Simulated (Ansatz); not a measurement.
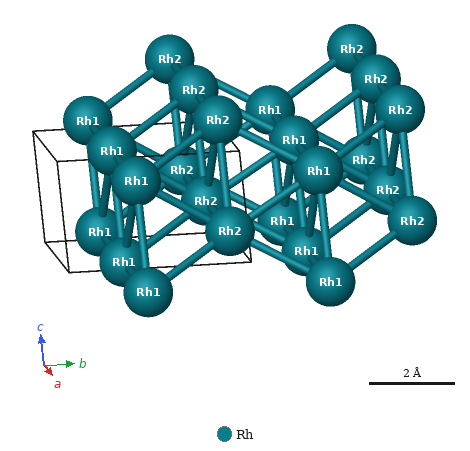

The structure (ball-and-stick view of the cell of the calculation, set on other vectors, repeated 3 × 2 × 2, seen slightly off an axis; atoms are numbered from 1 in the order of the input). An atom can appear more than once, as a periodic image. Near neighbours in the periodic cell (some may lie outside the picture): Rh has 10 Rh at 2.57 to 2.73 Å.

# Rh: one change and its effect

System: Rh (2 atoms in the cell).
Method of run A: DFT PBEsol, scalar-relativistic, plane waves, PAW, no spin polarisation (Ansatz 0.2.0).

The structure derives from a Materials Project entry. Text and figures count atoms from 1; the logs count them from 0 in places.

Input file, run A:
```yaml
crystal:
  lattice:
    - [2.7309790422, 0.0, 0.0]
    - [-1.3654895211, 2.3650972278, 0.0]
    - [0.0, 0.0, 4.428489]
  atoms:
    - { symbol: Rh, position: [0.493393612, 0.2064886538, 0.75] }
    - { symbol: Rh, position: [0.3333333333, 0.6666666667, 0.25] }
basis:
  ecutwfc: 420
kpoints:
  mp_grid: { grid: [18, 18, 12] }
hamiltonian:
  xc: pbesol
scf:
  occupations: { method: gaussian, width: 0.15 }
output:
  forces: true
  stress: true
  eigenvalues: true
```

Launched with:
```bash
ansatz run input.yaml --threads 1 --pin off --max-ram 2560MiB --backend cpu --events-out ev --progress --plain --runs-dir out
```

Hardware: 1 thread of AMD EPYC (Zen 3), 32 GiB of memory available, shared host.

Output, shortened to warnings, some set-up lines, iterations and results (run A):
```
Basis set: ecut = 420 eV, 573 PW (Γ), exchange–correlation on 40×40×60 points (8 copies of the dense FFT grid, shifted against one another)
Symmetry: 4 space group operations
k-points: 1148 of 3888
Initial density: superposition of atomic densities (neutral atoms: chi_scale 0, normalization atom), corrected by the library's trained network
[...]
SCF iter   1: F=—  HF=-12677.109598 eV  |F-HF|=—  |Δ(HF+E_count)|=         —  Δρ=1.19e-2  dr2=2.68e-2  ethr=1.77e-3  ⟨swp⟩=4.6  Hψ=90780  notcnv=0
SCF iter   2: F=—  HF=-12677.105769 eV  |F-HF|=—  |Δ(HF+E_count)|=   3.83e-3  Δρ=5.94e-3  dr2=7.04e-3  ethr=7.87e-5  ⟨swp⟩=1.9  Hψ=42332  notcnv=0
SCF iter   3: F=—  HF=-12677.103498 eV  |F-HF|=—  |Δ(HF+E_count)|=   2.27e-3  Δρ=5.34e-4  dr2=3.35e-5  ethr=2.07e-5  ⟨swp⟩=2.0  Hψ=34032  notcnv=0
SCF iter   4: F=—  HF=-12677.103525 eV  |F-HF|=—  |Δ(HF+E_count)|=   2.67e-5  Δρ=2.85e-4  dr2=7.60e-6  ethr=9.84e-8  ⟨swp⟩=2.0  Hψ=41459  notcnv=0
SCF iter   5: F=-12677.103523 eV  HF=-12677.103523 eV  |F-HF|=1.00e-8  |Δ(HF+E_count)|=   2.05e-6  Δρ=3.86e-5  dr2=8.10e-8  ethr=2.24e-8  ⟨swp⟩=2.1  Hψ=43841  notcnv=0
SCF iter   6: F=-12677.103523 eV  HF=-12677.103523 eV  |F-HF|=3.31e-9  |Δ(HF+E_count)|=   2.07e-8  Δρ=6.07e-6  dr2=5.67e-9  ethr=2.38e-10  ⟨swp⟩=2.7  Hψ=84098  notcnv=0
SCF 1 converged in 6 iterations: F = -12677.103523 eV  dr2 = 5.67e-9
SCF converged after 6 iterations
Free energy (F): -12677.103523 eV
Harris-Foulkes:  -12677.103523 eV  (|F-HF|=3.31e-9)
Internal energy: -12677.061099 eV  (E = F + TS)
E sigma→0 (E₀):  -12677.082311 eV
Entropy (-TS):   -0.042423 eV (-21.212 meV/atom)
Fermi energy:    21.106557 eV
--- Per-component energies (eV) ---
  E_band       = -206.740768
  E_kinetic    = 1144.665535
  E_local      = -3236.908283  (includes V_loc(G=0)·N_el)
  E_nonlocal   = 713.682648
  E_hartree    = 1135.016058
  E_xc         = -440.123429
  E_vxc        = -554.459204  (∫ρ·V_xc dr)
  E_paw        = -7047.955843  (= ΣΔE_a)
  E_vpaw       = -543.754559  (= ΣTr[D̂ρ^β])
  E_aug_tail   = 0.001662  (compensation charges beyond the density's cutoff)
  E_ewald      = -4945.991848
  E_core_change = 0.552399  (= ΣΔE_core)
  E_smearing   = -0.042423  (= −TS)
  E_closure    = 0.000000  (closes the sum)
  Σ components = -12677.103523   (vs F -12677.103523, Δ=0.00e0)
--- Forces (eV/Å), atoms counted from 1 ---
  atom   1  Rh     0.58670468     0.78311382     0.00000000
  atom   2  Rh    -0.58670468    -0.78311382     0.00000000
  max |Σ_I F_I| component: 1.11e-16 eV/Å
--- Stress (GPa, compression-positive) ---
      -15.150044      -0.209118       0.000000
       -0.209134     -11.043175       0.000000
        0.000000       0.000000      -2.789158
  P = ⅓ Tr σ = -9.6608 GPa (-96.608 kbar)
```

The input of run B differs as follows (lines with − go, lines with + come):
```diff
-    - { symbol: Rh, position: [0.493393612, 0.2064886538, 0.75] }
+    - { symbol: Rh, position: [0.5800301394, 0.2699109936, 0.75] }
```

Predict how the results change.

With the same functional and potentials, run B lies 90.8 meV per atom lower. The pressure goes from −9.66 to −12.43 GPa. The largest force goes from 0.979 to 0.665 eV/Å. The number of SCF iterations is the same.

Output, shortened to warnings, some set-up lines, iterations and results (run B):
```
Basis set: ecut = 420 eV, 573 PW (Γ), exchange–correlation on 40×40×60 points (8 copies of the dense FFT grid, shifted against one another)
Symmetry: 4 space group operations
k-points: 1148 of 3888
Initial density: superposition of atomic densities (neutral atoms: chi_scale 0, normalization atom), corrected by the library's trained network
[...]
SCF iter   1: F=—  HF=-12677.292304 eV  |F-HF|=—  |Δ(HF+E_count)|=         —  Δρ=1.26e-2  dr2=3.11e-2  ethr=1.77e-3  ⟨swp⟩=4.6  Hψ=90581  notcnv=0
SCF iter   2: F=—  HF=-12677.287751 eV  |F-HF|=—  |Δ(HF+E_count)|=   4.55e-3  Δρ=6.47e-3  dr2=8.41e-3  ethr=9.14e-5  ⟨swp⟩=1.5  Hψ=38433  notcnv=0
SCF iter   3: F=—  HF=-12677.285124 eV  |F-HF|=—  |Δ(HF+E_count)|=   2.63e-3  Δρ=4.69e-4  dr2=2.31e-5  ethr=2.47e-5  ⟨swp⟩=2.0  Hψ=33938  notcnv=0
SCF iter   4: F=—  HF=-12677.285155 eV  |F-HF|=—  |Δ(HF+E_count)|=   3.13e-5  Δρ=1.74e-4  dr2=2.71e-6  ethr=6.81e-8  ⟨swp⟩=2.1  Hψ=42027  notcnv=0
SCF iter   5: F=-12677.285155 eV  HF=-12677.285155 eV  |F-HF|=2.53e-9  |Δ(HF+E_count)|=   7.05e-7  Δρ=3.06e-5  dr2=5.27e-8  ethr=7.98e-9  ⟨swp⟩=2.3  Hψ=43039  notcnv=0
SCF iter   6: F=-12677.285155 eV  HF=-12677.285155 eV  |F-HF|=7.04e-10  |Δ(HF+E_count)|=   8.63e-9  Δρ=3.25e-6  dr2=1.44e-9  ethr=1.55e-10  ⟨swp⟩=1.8  Hψ=76884  notcnv=0
SCF 1 converged in 6 iterations: F = -12677.285155 eV  dr2 = 1.44e-9
SCF converged after 6 iterations
Free energy (F): -12677.285155 eV
Harris-Foulkes:  -12677.285155 eV  (|F-HF|=7.04e-10)
Internal energy: -12677.243006 eV  (E = F + TS)
E sigma→0 (E₀):  -12677.264080 eV
Entropy (-TS):   -0.042149 eV (-21.074 meV/atom)
Fermi energy:    21.196135 eV
--- Per-component energies (eV) ---
  E_band       = -207.315241
  E_kinetic    = 1143.915039
  E_local      = -3227.898996  (includes V_loc(G=0)·N_el)
  E_nonlocal   = 713.084854
  E_hartree    = 1130.622695
  E_xc         = -440.032770
  E_vxc        = -554.337656  (∫ρ·V_xc dr)
  E_paw        = -7047.668816  (= ΣΔE_a)
  E_vpaw       = -543.325078  (= ΣTr[D̂ρ^β])
  E_aug_tail   = 0.001652  (compensation charges beyond the density's cutoff)
  E_ewald      = -4949.819063
  E_core_change = 0.552399  (= ΣΔE_core)
  E_smearing   = -0.042149  (= −TS)
  E_closure    = -0.000000  (closes the sum)
  Σ components = -12677.285155   (vs F -12677.285155, Δ=0.00e0)
--- Forces (eV/Å), atoms counted from 1 ---
  atom   1  Rh     0.43020005     0.50723163     0.00000000
  atom   2  Rh    -0.43020005    -0.50723163     0.00000000
  max |Σ_I F_I| component: 5.55e-17 eV/Å
--- Stress (GPa, compression-positive) ---
      -13.935720      -0.685248       0.000000
       -0.685251     -11.626461       0.000000
        0.000000       0.000000     -11.732432
  P = ⅓ Tr σ = -12.4315 GPa (-124.315 kbar)
```

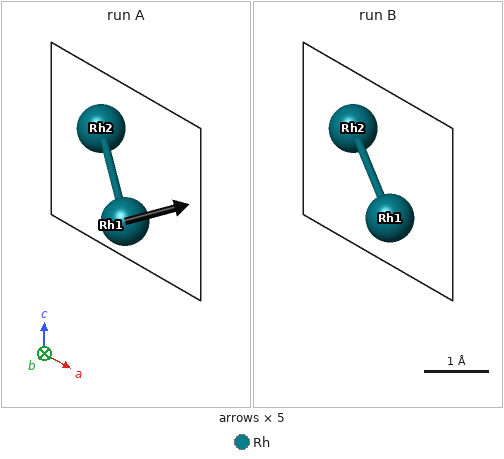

The two input geometries at one scale (ball-and-stick view of the cell of the calculation, set on other vectors, along the b axis). The black arrows on the first give the shifts of the atoms relative to the cell, magnified 5 times. The atom that moves furthest is Rh1 (0.21 Å). The lattice vectors keep their values. Among the contacts that change: Rh1–Rh2 2.977 → 2.843 Å.

The two runs side by side:

```tsv
quantity	run A	run B
outcome	converged	converged
free energy per atom (eV)	−6338.5518	−6338.6426
energy per atom, smearing taken to zero (eV)	−6338.5412	−6338.6320
gap on the mesh (eV)	0.00	0.00
pressure (GPa)	−9.66	−12.43
largest force (eV/Å)	0.979	0.665
SCF iterations	6	6
irreducible k-points	1148	1148
plane waves at Γ	573	573
wall time (shared host)	20 s	20 s
```

For run B: The cell is under a tension of 12.4 GPa at this level, so it is not at its equilibrium volume.
